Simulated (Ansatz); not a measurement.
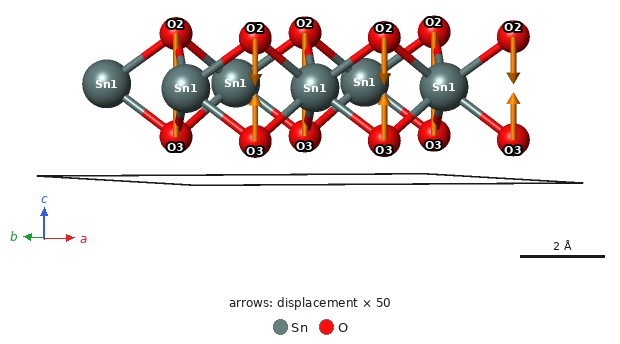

A relaxation of a slab of composition SnO2. The starting structure is drawn; orange arrows show the displacements (the part carried along by the change of the cell is left out), 50 times their true length.

Style: ball-and-stick. Shown: the 3 × 2 repeat of the cell, outlined in the plane, without the vacuum, from a free direction.

All numbers below come from DFT, r2SCAN, plane waves, PAW in Ansatz. Settings: plane-wave cutoff 500 eV; k-point mesh 12 × 12 × 1; occupations fermi dirac; smearing width 0.02 eV; no spin polarisation; cell and atoms relaxed; force threshold 0.005 eV/Å.

> Which element moves most?

Oxygen: up to 0.023 Å, against 0.000 Å for tin.

> Describe the change and its energy.

The energy falls by 36.6 meV per cell of the calculation in 3 accepted moves (4 points after the start). The largest force component goes from 0.64 to 0.003 eV/Å. The SCF was repeated once at an unchanged geometry on a basis and grid sized afresh for the cell, which shifted the energy by 0.5 meV per cell of the calculation at most. The largest moves, 0.023 Å, are those of O2 and O3. O2 goes along the normal (−c). Sn stays in place. In the plane the drawn cell goes a 9.306 → 9.186 Å (−1.3 %), b 6.204 → 6.124 Å (−1.3 %). Among the contacts that change: Sn1–O2 2.173 → 2.141 Å. Cost: 20 s on 1 × NVIDIA H100 80GB HBM3 with 1 thread of AMD EPYC 7R13 Processor (Zen 3), on a shared host, peak memory 1.5 GiB.
